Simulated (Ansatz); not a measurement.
**Electron scattering at the Σ5 (310) boundary in fcc Rh with O (interstitial)**

Wanted: what the Σ5 (310) boundary in fcc Rh with O (interstitial) costs an interconnect.

Method: Ansatz plane-wave DFT, PBE, PAW files; relaxation of a bicrystal slab with its lowest layers held; PAW set soft_1, in the first sound run; inputs show where later runs differ, in Ansatz 0.2.0.

## Step 1: Set-up

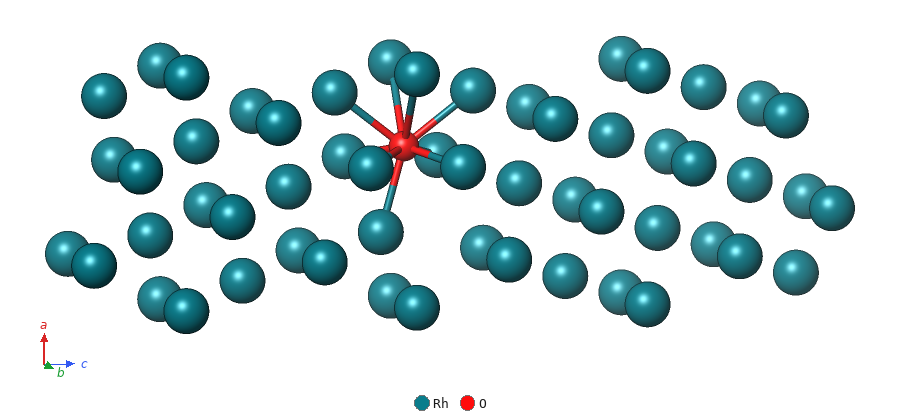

Start, viewed from the side, with the c axis across the page; rhodium blue, oxygen red. Bonds to atoms that aren't drawn are left out. Some periodic images of atoms are drawn too.

The cell holds 33 atoms: 32 Rh and 1 O. Cell: a = 6.013 Å, b = 3.803 Å, c = 30.242 Å, α = 90.0°, β = 90.0°, γ = 90.0°. It derives from Rh. built on the (3 1 0) plane; 2 overlapping atoms removed and the grains opened by 0 Å. Vacuum lies along c.

## Step 2: Relaxing the bicrystal

The boundary is built by mirroring the lower grain in the boundary plane and removing any atoms that overlap; then the O is put in at the boundary. A thin bicrystal slab is relaxed first, with the lowest layers held and the upper grain free to shift and open.

input.yaml reads:

```yaml
crystal:
  lattice:
    - [6.0132290847, 0.0, 0.0]
    - [0.0, 3.8031, 0.0]
    - [0.0, 0.0, 30.242333072]
  atoms:
    - { symbol: Rh, position: [0.2, 0.0, 0.1653311597] }
    - { symbol: Rh, position: [0.9, 0.5, 0.1852146425] }
    - { symbol: Rh, position: [0.6, 0.0, 0.2050981253] }
    - { symbol: Rh, position: [0.3, 0.5, 0.224981608] }
    - { symbol: Rh, position: [1.0, 0.0, 0.2448650908] }
    - { symbol: Rh, position: [0.7, 0.5, 0.2647485736] }
    - { symbol: Rh, position: [0.4, 0.0, 0.2846320563] }
    - { symbol: Rh, position: [0.1, 0.5, 0.3045155391] }
    - { symbol: Rh, position: [0.8, 0.0, 0.3243990219] }
    - { symbol: Rh, position: [0.5, 0.5, 0.3442825047] }
    - { symbol: Rh, position: [0.2, 0.0, 0.3641659874] }
    - { symbol: Rh, position: [0.9, 0.5, 0.3840494702] }
    - { symbol: Rh, position: [0.6, 0.0, 0.403932953] }
    - { symbol: Rh, position: [0.3, 0.5, 0.4238164357] }
    - { symbol: Rh, position: [0.0, 0.0, 0.4436999185] }
    - { symbol: O, position: [0.6666666667, 0.5, 0.4436999185] }
    - { symbol: Rh, position: [0.6, 0.0, 0.483466884] }
    - { symbol: Rh, position: [0.9, 0.5, 0.5033503668] }
    - { symbol: Rh, position: [0.2, 0.0, 0.5232338496] }
    - { symbol: Rh, position: [0.5, 0.5, 0.5431173323] }
    - { symbol: Rh, position: [0.8, 0.0, 0.5630008151] }
    - { symbol: Rh, position: [0.1, 0.5, 0.5828842979] }
    - { symbol: Rh, position: [0.4, 0.0, 0.6027677806] }
    - { symbol: Rh, position: [0.7, 0.5, 0.6226512634] }
    - { symbol: Rh, position: [1.0, 0.0, 0.6425347462] }
    - { symbol: Rh, position: [0.3, 0.5, 0.6624182289] }
    - { symbol: Rh, position: [0.6, 0.0, 0.6823017117] }
    - { symbol: Rh, position: [0.9, 0.5, 0.7021851945] }
    - { symbol: Rh, position: [0.2, 0.0, 0.7220686772] }
    - { symbol: Rh, position: [0.5, 0.5, 0.74195216] }
    - { symbol: Rh, position: [0.8, 0.0, 0.7618356428] }
    - { symbol: Rh, position: [0.1, 0.5, 0.7817191255] }
    - { symbol: Rh, position: [0.4, 0.0, 0.8016026083] }
kpoints:
  mp_grid: { grid: [4, 6, 1] }
hamiltonian:
  xc: pbe
  pseudopotentials: { kind: paw, azcp: { folder: soft_1 } }
scf:
  occupations: { method: fermi_dirac, width: 0.1 }
relax:
  f_tol: 0.03
  max_steps: 80
  constraints: [{ sites: [0, 1, 2, 3, 4] }]
```

Command:

```
ansatz run input.yaml --threads 8 --pin off --max-ram 15360MiB --backend cpu --events-out ev --progress --plain --runs-dir out
```

Numbers of over 12 decimals in the logs are rounded to 6 here.

Output:

```text
Engine: ansatz 0.2.0, aarch64-unknown-linux-gnu
Pseudopotentials: kind: paw
Pseudopotential: Rh, paw, valence charge 17, recommended cutoff 420 eV (normal), soft_1/Rh.paw.azcp
Pseudopotential: O, paw, valence charge 6, recommended cutoff 420 eV (normal), soft_1/O.paw.azcp
Functional definition: PBE
  parameter kappa = 0.804
  parameter beta = 0.066725
  exchange = pbe_x(kappa = kappa, mu = beta*pi^2/3)
  correlation = pbe_c(beta = beta)
Crystal: 33 atoms, lattice volume = 691.609 Å³
Basis set: ecut = 420 eV, 13501 PW (Γ), exchange–correlation on 90×54×432 points (8 copies of the dense FFT grid, shifted against one another)
Bands: 330, of which v1, the nominal top of the filled ones, is band 275 counted from 1 (274 counted from 0)
Symmetry: 2 space group operations
Space group: Pm (ITA 6), of the structure as read, at distance tolerance 8.8e-5 Å
k-points: 12 of 24 (time reversal used)
Non-local potential: Rh, projectors of the file, l = 0: 3, l = 1: 2, l = 2: 2, l = 3: 1
Non-local potential: O, projectors of the file, l = 0: 2, l = 1: 2, l = 2: 1
PAW form: soft (Blöchl's): semilocal exchange-correlation on the pseudo side does not see the compensation charge
PAW one-centre angular grid: Rh, 590 points (default); XC on 64 Gauss nodes
PAW one-centre angular grid: O, 110 points (default); XC on 64 Gauss nodes
Initial density: superposition of atomic densities (neutral atoms: chi_scale 0, normalization atom)
Initial wavefunctions: pseudopotential atomic-orbital guess
Functional: x = pbe(κ = 0.804, μ = 0.219515), c = pbe(β = 0.066725)
SCF iter   1: F=—  HF=-205464.647527 eV  |F-HF|=—  |Δ(HF+E_count)|=         —  Δρ=8.71e-2  dr2=6.79e1  ethr=3.10e-3  ⟨swp⟩=6.0  Hψ=13550  notcnv=0  defer=82
preconditioner: auto → LDOS  [metal: Δε(μ)=0.018 eV  Ē_g=5.898 eV  σ=0.100 eV  W_gap=0.04  n_scr=206 (ndim 8)  ℏωp=24.2 eV  f_vac=0.305  D(μ)=48.99/eV (n_scr^D=540)  β→1.0]
SCF iter   2: F=—  HF=-205471.403771 eV  |F-HF|=—  |Δ(HF+E_count)|=    6.76e0  Δρ=1.02e-1  dr2=7.15e1  ethr=3.10e-3  ⟨swp⟩=3.0  Hψ=10523  notcnv=0  defer=160
SCF iter   3: F=—  HF=-205450.064581 eV  |F-HF|=—  |Δ(HF+E_count)|=    2.13e1  Δρ=1.91e-2  dr2=2.55e0  ethr=3.10e-3  ⟨swp⟩=2.0  Hψ=8300  notcnv=0  defer=209
SCF iter   4: F=—  HF=-205449.469697 eV  |F-HF|=—  |Δ(HF+E_count)|=   5.95e-1  Δρ=5.33e-3  dr2=3.08e-1  ethr=4.64e-4  ⟨swp⟩=2.6  Hψ=7529  notcnv=0  defer=195
SCF iter   5: F=—  HF=-205449.433519 eV  |F-HF|=—  |Δ(HF+E_count)|=   3.62e-2  Δρ=1.65e-3  dr2=7.40e-2  ethr=5.61e-5  ⟨swp⟩=2.7  Hψ=7394  notcnv=0  defer=190
SCF iter   6: F=—  HF=-205449.429072 eV  |F-HF|=—  |Δ(HF+E_count)|=   4.45e-3  Δρ=7.10e-4  dr2=6.46e-3  ethr=1.35e-5  ⟨swp⟩=2.0  Hψ=5262  notcnv=0  defer=190
SCF iter   7: F=—  HF=-205449.427712 eV  |F-HF|=—  |Δ(HF+E_count)|=   1.36e-3  Δρ=2.21e-4  dr2=6.73e-4  ethr=1.17e-6  ⟨swp⟩=2.7  Hψ=6140  notcnv=0  defer=190
SCF iter   8: F=—  HF=-205449.427611 eV  |F-HF|=—  |Δ(HF+E_count)|=   1.01e-4  Δρ=8.91e-5  dr2=1.28e-4  ethr=1.22e-7  ⟨swp⟩=2.8  Hψ=6252  notcnv=0  defer=190
SCF iter   9: F=-205449.427603 eV  HF=-205449.427618 eV  |F-HF|=1.52e-5  |Δ(HF+E_count)|=   6.80e-6  Δρ=3.33e-5  dr2=1.80e-5  ethr=4.09e-9  ⟨swp⟩=3.0  Hψ=13683  notcnv=0
SCF 1 converged in 9 iterations: F = -205449.427603 eV  dr2 = 1.80e-5
  greatest PAW one-centre occupation: 1.000 electrons in one spin orbital (limit 2), on the Rh atom at site 21 (counted from 0), in its partial waves of l = 0
relax step   1: F+E_penalty+E_count = -205449.42760262 eV  Δ(F+E_penalty+E_count) = +0.000e0 eV  max|allowed force component| = 2.060e0 eV/Å  Δτ_max = 0.0000 Å  (9 SCF iters, dr2 threshold 2.25e-5 eV, accepted)
Initial density: handed on by an earlier stage of this run
Initial wavefunctions: those handed on with the density
iter 1 solved again at ethr=1.71e-4 eV; its pass at ethr=3.10e-3 eV (dr2=9.41e-1 eV) is discarded
SCF iter   1: F=—  HF=-205449.953388 eV  |F-HF|=—  |Δ(HF+E_count)|=         —  Δρ=1.19e-2  dr2=9.41e-1  ethr=1.71e-4  ⟨swp⟩=1.0  Hψ=14656  notcnv=0  defer=189
preconditioner: auto → LDOS  [metal: Δε(μ)=0.004 eV  Ē_g=5.646 eV  σ=0.100 eV  W_gap=0.01  n_scr=206 (ndim 8)  ℏωp=24.2 eV  f_vac=0.305  D(μ)=52.55/eV (n_scr^D=616)  β→1.0]
SCF iter   2: F=—  HF=-205449.903838 eV  |F-HF|=—  |Δ(HF+E_count)|=   4.96e-2  Δρ=4.85e-3  dr2=4.16e-1  ethr=1.71e-4  ⟨swp⟩=2.1  Hψ=6807  notcnv=0  defer=189
SCF iter   3: F=—  HF=-205449.858756 eV  |F-HF|=—  |Δ(HF+E_count)|=   4.51e-2  Δρ=1.84e-3  dr2=2.64e-2  ethr=7.56e-5  ⟨swp⟩=2.0  Hψ=6239  notcnv=0  defer=189
SCF iter   4: F=—  HF=-205449.852862 eV  |F-HF|=—  |Δ(HF+E_count)|=   5.89e-3  Δρ=5.98e-4  dr2=4.91e-3  ethr=4.81e-6  ⟨swp⟩=3.0  Hψ=7755  notcnv=0  defer=190
SCF iter   5: F=—  HF=-205449.851983 eV  |F-HF|=—  |Δ(HF+E_count)|=   8.79e-4  Δρ=1.92e-4  dr2=4.37e-4  ethr=8.93e-7  ⟨swp⟩=2.0  Hψ=5553  notcnv=0  defer=190
SCF iter   6: F=-205449.851864 eV  HF=-205449.851943 eV  |F-HF|=7.84e-5  |Δ(HF+E_count)|=   3.97e-5  Δρ=7.67e-5  dr2=9.16e-5  ethr=1.82e-8  ⟨swp⟩=3.1  Hψ=14325  notcnv=0
SCF 2 converged in 6 iterations: F = -205449.851864 eV  dr2 = 9.16e-5
  greatest PAW one-centre occupation: 1.000 electrons in one spin orbital (limit 2), on the Rh atom at site 28 (counted from 0), in its partial waves of l = 0
relax step   2: F+E_penalty+E_count = -205449.85186447 eV  Δ(F+E_penalty+E_count) = -4.243e-1 eV  max|allowed force component| = 6.210e-1 eV/Å  Δτ_max = 0.1533 Å  (6 SCF iters, dr2 threshold 1.00e-4 eV, accepted)
SCF iter   1: F=—  HF=-205449.938911 eV  |F-HF|=—  |Δ(HF+E_count)|=         —  Δρ=4.18e-3  dr2=5.17e-1  ethr=1.20e-4  ⟨swp⟩=4.0  Hψ=7502  notcnv=0  defer=187
preconditioner: auto → LDOS  [metal: Δε(μ)=0.003 eV  Ē_g=5.638 eV  σ=0.100 eV  W_gap=0.01  n_scr=206 (ndim 8)  ℏωp=24.2 eV  f_vac=0.304  D(μ)=52.79/eV (n_scr^D=620)  β→1.0]
SCF iter   2: F=—  HF=-205449.930268 eV  |F-HF|=—  |Δ(HF+E_count)|=   8.64e-3  Δρ=1.38e-3  dr2=1.77e-2  ethr=9.39e-5  ⟨swp⟩=1.2  Hψ=4562  notcnv=0  defer=187
SCF iter   3: F=—  HF=-205449.927384 eV  |F-HF|=—  |Δ(HF+E_count)|=   2.88e-3  Δρ=9.36e-4  dr2=6.96e-3  ethr=3.22e-6  ⟨swp⟩=3.0  Hψ=8508  notcnv=0  defer=187
SCF iter   4: F=—  HF=-205449.926009 eV  |F-HF|=—  |Δ(HF+E_count)|=   1.37e-3  Δρ=3.48e-4  dr2=9.52e-4  ethr=1.27e-6  ⟨swp⟩=2.1  Hψ=5596  notcnv=0  defer=187
SCF iter   5: F=—  HF=-205449.925861 eV  |F-HF|=—  |Δ(HF+E_count)|=   1.48e-4  Δρ=1.11e-4  dr2=1.74e-4  ethr=1.73e-7  ⟨swp⟩=2.0  Hψ=5781  notcnv=0  defer=187
SCF iter   6: F=-205449.925826 eV  HF=-205449.925837 eV  |F-HF|=1.11e-5  |Δ(HF+E_count)|=   2.35e-5  Δρ=3.24e-5  dr2=1.31e-5  ethr=4.38e-9  ⟨swp⟩=3.0  Hψ=14806  notcnv=0
SCF 3 converged in 6 iterations: F = -205449.925826 eV  dr2 = 1.31e-5
[...]
relax step   6: F+E_penalty+E_count = -205450.15329392 eV  Δ(F+E_penalty+E_count) = -8.530e-2 eV  max|allowed force component| = 4.370e-1 eV/Å  Δτ_max = 0.1950 Å  (6 SCF iters, dr2 threshold 5.45e-5 eV, accepted)
relax step   7: F+E_penalty+E_count = -205450.25108900 eV  Δ(F+E_penalty+E_count) = -9.780e-2 eV  max|allowed force component| = 4.298e-1 eV/Å  Δτ_max = 0.1973 Å  (6 SCF iters, dr2 threshold 1.00e-4 eV, accepted)
relax step   8: F+E_penalty+E_count = -205450.32540497 eV  Δ(F+E_penalty+E_count) = -7.432e-2 eV  max|allowed force component| = 4.211e-1 eV/Å  Δτ_max = 0.1941 Å  (6 SCF iters, dr2 threshold 1.00e-4 eV, accepted)
relax step   9: F+E_penalty+E_count = -205450.41974730 eV  Δ(F+E_penalty+E_count) = -9.434e-2 eV  max|allowed force component| = 3.369e-1 eV/Å  Δτ_max = 0.1950 Å  (6 SCF iters, dr2 threshold 1.00e-4 eV, accepted)
relax step  10: F+E_penalty+E_count = -205450.47326337 eV  Δ(F+E_penalty+E_count) = -5.352e-2 eV  max|allowed force component| = 4.165e-1 eV/Å  Δτ_max = 0.2000 Å  (6 SCF iters, dr2 threshold 7.27e-5 eV, accepted)
relax step  11: F+E_penalty+E_count = -205450.48973015 eV  Δ(F+E_penalty+E_count) = -1.647e-2 eV  max|allowed force component| = 3.259e-1 eV/Å  Δτ_max = 0.0752 Å  (5 SCF iters, dr2 threshold 1.00e-4 eV, accepted)
relax step  12: F+E_penalty+E_count = -205450.49646515 eV  Δ(F+E_penalty+E_count) = -6.735e-3 eV  max|allowed force component| = 1.427e-1 eV/Å  Δτ_max = 0.0866 Å  (5 SCF iters, dr2 threshold 6.50e-5 eV, accepted)
relax step  13: F+E_penalty+E_count = -205450.50235328 eV  Δ(F+E_penalty+E_count) = -5.888e-3 eV  max|allowed force component| = 2.628e-2 eV/Å  Δτ_max = 0.0296 Å  (6 SCF iters, dr2 threshold 3.91e-6 eV, accepted)
iter 1 solved again at ethr=4.07e-10 eV; its pass at ethr=3.10e-3 eV (dr2=2.24e-6 eV) is discarded
SCF iter   1: F=—  HF=-205450.502227 eV  |F-HF|=—  |Δ(HF+E_count)|=         —  Δρ=1.39e-5  dr2=2.24e-6  ethr=4.07e-10  ⟨swp⟩=1.7  Hψ=9293  notcnv=0  defer=171
preconditioner: auto → LDOS  [metal: Δε(μ)=0.009 eV  Ē_g=5.653 eV  σ=0.100 eV  W_gap=0.02  n_scr=206 (ndim 8)  ℏωp=24.2 eV  f_vac=0.301  D(μ)=52.32/eV (n_scr^D=616)  β→1.0]
SCF iter   2: F=—  HF=-205450.502355 eV  |F-HF|=—  |Δ(HF+E_count)|=   1.29e-4  Δρ=1.13e-5  dr2=1.37e-6  ethr=4.06e-10  ⟨swp⟩=2.0  Hψ=6908  notcnv=0  defer=171
SCF iter   3: F=—  HF=-205450.502355 eV  |F-HF|=—  |Δ(HF+E_count)|=   3.06e-7  Δρ=3.22e-6  dr2=1.46e-7  ethr=2.49e-10  ⟨swp⟩=2.2  Hψ=6569  notcnv=0  defer=171
SCF iter   4: F=-205450.502355 eV  HF=-205450.502355 eV  |F-HF|=1.45e-8  |Δ(HF+E_count)|=   1.05e-8  Δρ=1.31e-6  dr2=2.20e-8  ethr=1.82e-11  ⟨swp⟩=4.8  Hψ=12137  notcnv=0
SCF 14 converged in 4 iterations: F = -205450.502355 eV  dr2 = 2.20e-8
relax step  14: F+E_penalty+E_count = -205450.50235492 eV  Δ(F+E_penalty+E_count) = -1.634e-6 eV  max|allowed force component| = 2.621e-2 eV/Å  Δτ_max = 0.0000 Å  (4 SCF iters, accepted)
SCF converged after 4 iterations
Free energy (F): -205450.502355 eV
Harris-Foulkes:  -205450.502355 eV  (|F-HF|=1.45e-8)
Internal energy: -205448.783578 eV  (E = F + TS)
E sigma→0 (E₀):  -205449.642966 eV
Entropy (-TS):   -1.718777 eV (-52.084 meV/atom)
Fermi energy:    12.665039 eV
--- Per-component energies (eV) ---
  E_band       = -7889.381353
  E_kinetic    = 17336.788514
  E_local      = -700727.584329  (includes V_loc(G=0)·N_el)
  E_nonlocal   = 9614.002397
  E_hartree    = 341674.458174
  E_xc         = -6510.196206
  E_vxc        = -8168.850140  (∫ρ·V_xc dr)
  E_paw        = -115472.391657  (= ΣΔE_a)
  E_vpaw       = -9292.681432  (= ΣTr[D̂ρ^β])
  E_aug_tail   = 0.003336  (compensation charges beyond the density's cutoff)
  E_ewald      = 248636.136193
  E_smearing   = -1.718777  (= −TS)
  E_closure    = -0.000000  (closes the sum)
  Σ components = -205450.502355   (vs F -205450.502355, Δ=0.00e0)
--- Forces (eV/Å), atoms counted from 1 ---
  atom   1  Rh    -0.15234342     0.00000000     0.85640348
  atom   2  Rh     0.22479605     0.00000000     0.29865918
  atom   3  Rh     0.09295084     0.00000000    -0.11089559
  atom   4  Rh    -0.07621525     0.00000000    -0.60950843
  atom   5  Rh    -0.09269125     0.00000000    -0.48647639
  atom   6  Rh    -0.00134237     0.00000000     0.00041500
  atom   7  Rh    -0.00341388     0.00000000     0.00032155
  atom   8  Rh     0.00208441     0.00000000     0.00315399
  atom   9  Rh     0.00232040     0.00000000     0.01243210
  atom  10  Rh     0.00378730     0.00000000     0.01153941
  atom  11  Rh     0.00675501     0.00000000     0.01343365
  atom  12  Rh    -0.01105132     0.00000000     0.01665067
  atom  13  Rh    -0.00040496     0.00000000     0.01422640
  atom  14  Rh     0.02621054     0.00000000     0.01900194
  atom  15  Rh    -0.00709109     0.00000000     0.01487213
  atom  16  O     -0.00990037     0.00000000    -0.01064932
  atom  17  Rh    -0.00732578     0.00000000    -0.00303232
  atom  18  Rh    -0.00696341     0.00000000    -0.00216156
  atom  19  Rh     0.00567073     0.00000000    -0.01031214
  atom  20  Rh    -0.00136309     0.00000000    -0.01526824
  atom  21  Rh    -0.00020213     0.00000000    -0.01831287
  atom  22  Rh     0.00819887     0.00000000    -0.02199887
  atom  23  Rh     0.00229616     0.00000000    -0.01458055
  atom  24  Rh    -0.00408624     0.00000000     0.00214228
  atom  25  Rh     0.00261399     0.00000000     0.00419394
  atom  26  Rh    -0.00243690     0.00000000     0.00421475
  atom  27  Rh     0.00095454     0.00000000     0.01210942
  atom  28  Rh    -0.00050192     0.00000000     0.01046696
  atom  29  Rh    -0.00399445     0.00000000     0.01271388
  atom  30  Rh    -0.00389781     0.00000000     0.00777250
  atom  31  Rh     0.00390378     0.00000000     0.00474906
  atom  32  Rh     0.00358206     0.00000000    -0.00336224
  atom  33  Rh    -0.00086147     0.00000000    -0.01281352
  max |Σ_I F_I| component: 1.00e-4 eV/Å
--- Relaxed structure (14 steps of the walk, 14 accepted, 0 SCFs on fresh bases) ---
  F+E_penalty+E_count = -205450.50235492 eV   max|allowed force component| = 2.621e-2 eV/Å
  atoms:
    - { symbol: Rh, position: [0.200000, 0.0, 0.1653311597] }
    - { symbol: Rh, position: [0.9, 0.5, 0.1852146425] }
    - { symbol: Rh, position: [0.6, 0.0, 0.2050981253] }
    - { symbol: Rh, position: [0.3, 0.5, 0.224981608] }
    - { symbol: Rh, position: [1.0, 0.0, 0.2448650908] }
    - { symbol: Rh, position: [0.698750, 0.5, 0.264271] }
    - { symbol: Rh, position: [0.401251, 0.0, 0.284617] }
    - { symbol: Rh, position: [0.101322, 0.5, 0.305132] }
    - { symbol: Rh, position: [0.803415, 0.0, 0.324475] }
    - { symbol: Rh, position: [0.504084, 0.5, 0.344908] }
    - { symbol: Rh, position: [0.203640, 0.0, 0.365733] }
    - { symbol: Rh, position: [0.906285, 0.5, 0.386413] }
    - { symbol: Rh, position: [0.605349, 0.0, 0.402412] }
    - { symbol: Rh, position: [0.298391, 0.5, 0.425737] }
    - { symbol: Rh, position: [0.00793767, 0.0, 0.446119] }
    - { symbol: O, position: [0.502853, 0.5, 0.477849] }
    - { symbol: Rh, position: [0.607029, 0.0, 0.487039] }
    - { symbol: Rh, position: [0.924619, 0.5, 0.506819] }
    - { symbol: Rh, position: [0.203159, 0.0, 0.527746] }
    - { symbol: Rh, position: [0.510130, 0.5, 0.549266] }
    - { symbol: Rh, position: [0.814215, 0.0, 0.568588] }
    - { symbol: Rh, position: [0.110906, 0.5, 0.587943] }
    - { symbol: Rh, position: [0.410521, 0.0, 0.608311] }
    - { symbol: Rh, position: [0.708113, 0.5, 0.628027] }
    - { symbol: Rh, position: [1.007926, 0.0, 0.648806] }
    - { symbol: Rh, position: [0.307004, 0.5, 0.668494] }
    - { symbol: Rh, position: [0.607082, 0.0, 0.689028] }
    - { symbol: Rh, position: [0.903229, 0.5, 0.708661] }
    - { symbol: Rh, position: [0.204635, 0.0, 0.728770] }
    - { symbol: Rh, position: [0.509834, 0.5, 0.750183] }
    - { symbol: Rh, position: [0.808419, 0.0, 0.768597] }
    - { symbol: Rh, position: [0.109235, 0.5, 0.786753] }
    - { symbol: Rh, position: [0.403768, 0.0, 0.805257] }
```

Elapsed: 18 min, on 8 threads of Arm Neoverse N1, shared host; peak memory 8 GiB; 2.3 h of CPU time.

This run has no spin polarisation, although Rh can carry a moment.

The steps of the relaxation:

```
step  energy less that of the first step (eV)  largest force component (eV/Å)
   1                                   0.0000                          2.0601
   2                                  -0.4243                          0.6210
   3                                  -0.4982                          0.4397
   4                                  -0.5555                          0.3258
   5                                  -0.6404                          0.3149
   6                                  -0.7257                          0.4370
   7                                  -0.8235                          0.4298
   8                                  -0.8978                          0.4211
   9                                  -0.9921                          0.3369
  10                                  -1.0457                          0.4165
  11                                  -1.0621                          0.3259
  12                                  -1.0689                          0.1427
  13                                  -1.0747                          0.0263
  14                                  -1.0748                          0.0262
```

Forces are held to the 2 operations that the run works with; a distortion that breaks them can't arise in this run.

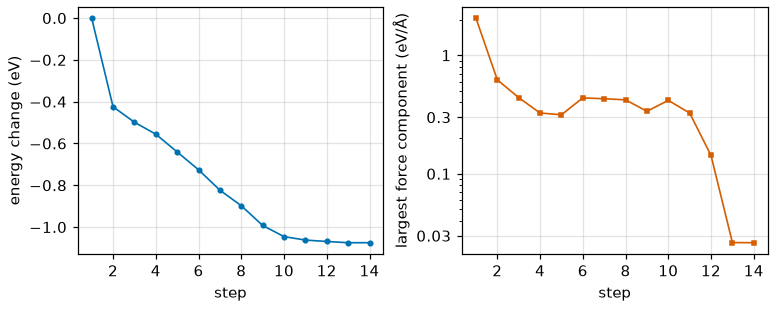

Energy and largest force along the relaxation.

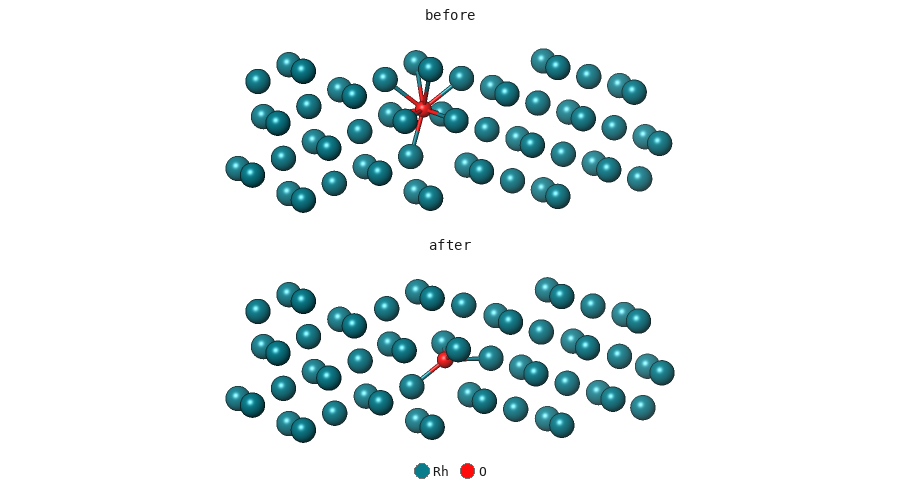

Before and after, at one scale. Bonds to atoms that aren't drawn are left out.

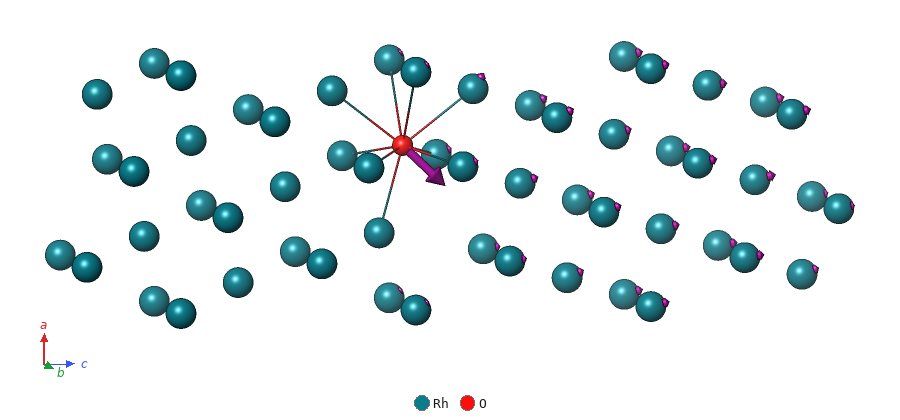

Displacements in the relaxation, scaled; the longest in the cell stands for 1.43 Å. Bonds to atoms that aren't drawn are left out. Some periodic images of atoms are drawn too.

The atoms that moved most (Å):

| atom | dx | dy | dz | length |
| --- | --- | --- | --- | --- |
| O16 | -0.985 | 0.000 | 1.033 | 1.427 |
| Rh30 | 0.059 | 0.000 | 0.249 | 0.256 |
| Rh31 | 0.051 | 0.000 | 0.204 | 0.211 |
| Rh27 | 0.043 | 0.000 | 0.203 | 0.208 |
| Rh29 | 0.028 | 0.000 | 0.203 | 0.205 |
| Rh28 | 0.019 | 0.000 | 0.196 | 0.197 |
| Rh20 | 0.061 | 0.000 | 0.186 | 0.196 |
| Rh25 | 0.048 | 0.000 | 0.190 | 0.196 |

Numbers from this step:

```
free energy             : -205450.5024 eV
energy at zero smearing : -205449.6430 eV
Fermi energy            : 12.67 eV
```

The largest force component on a free atom ends at 0.026 eV/Å, under the tolerance of 0.03, after 14 steps.

[end of part 1 of 2]

[Logs are printed without paths, hosts, clocks, repeated set-up lines and the standing remarks that a program may print on its own settings, such as how far it seeks lower states.]

[Hosts, paths, dates, database ids (printed as entryN), source tags and the programs' standing remarks are cut or masked in the printed files.]
